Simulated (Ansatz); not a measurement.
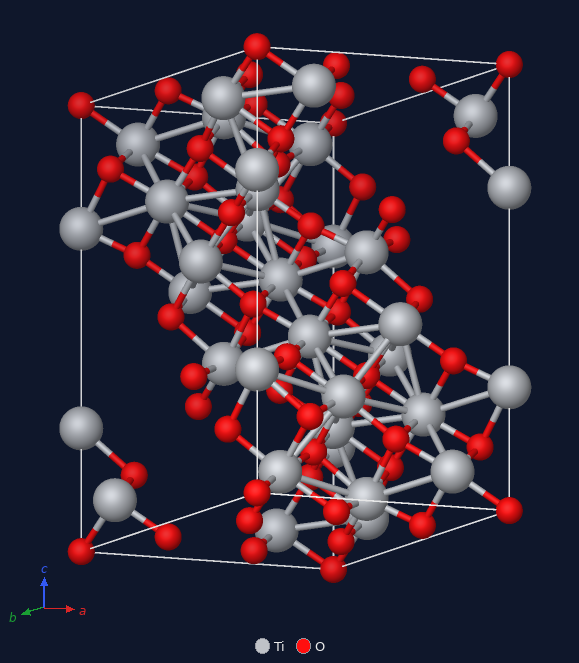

The image is a ball-and-stick drawing of a crystal, viewed from a general direction. The wireframe shows the conventional unit cell.

Characterise what is shown.

The stoichiometry is Ti$_{8}$O$_{13}$. The atoms follow space group R-3 (No. 148); the Bravais lattice is rhombohedral (trigonal R). With Z = 3, the cell contains 24 Ti, 39 O. Counting contacts within bonding distance, the coordination numbers are Ti 9 to 12 (mean 11.2) and O 3 to 6 (mean 3.7). Not all metal-metal contacts are counted.

The structure was taken from a structure listed in the Materials Project. It was relaxed at fixed volume with DFT r2SCAN, scalar-relativistic, plane waves, PAW in Ansatz.

At this level of theory the run's own cell isn't at rest (compressed, at 20 GPa), so its distances can differ from those at equilibrium, the more so the softer the solid.
